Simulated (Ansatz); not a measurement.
System: rocksalt NaCl, space group Fm-3m, 2 atoms in the primitive cell, in a cell relaxed beforehand; cubic a = 5.464 Å. Here all lengths are changed by ±0.5 %, and the atoms are carried along without relaxing. Ansatz 0.2.0; LDA, Ansatz PAW set, no spin polarisation, no spin-orbit coupling, 8×8×8 k mesh, 420 eV cutoff, fixed occupations.

Unstrained, the conduction levels that are followed lie 5.07 eV (Γ), 7.04 eV (L) and 7.41 eV (X) above the valence top at Γ.

**How will the band edges respond?**

For each 1 % of strain: −130 meV at Γ, −48 meV at L and −81 meV at X. Over dlnV = 3 % that gives deformation potentials of −4.3 eV at Γ, −1.6 eV at L and −2.7 eV at X, against the valence top.

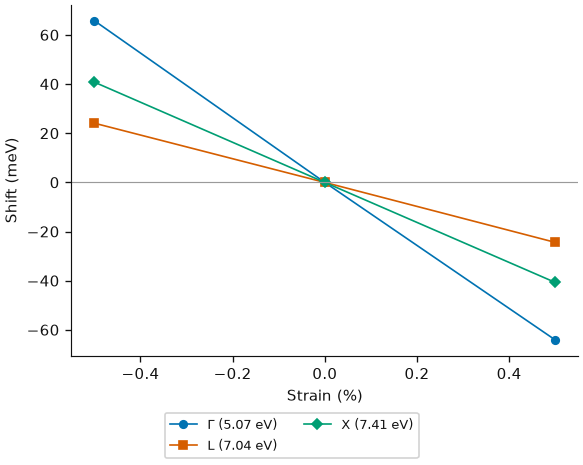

Shifts of the lowest conduction level at the points named, against the centre of the valence top at Γ (unstrained energies in the legend).

The PAW data sets were made with another functional. LDA, GGA and most meta-GGA functionals understate gaps.
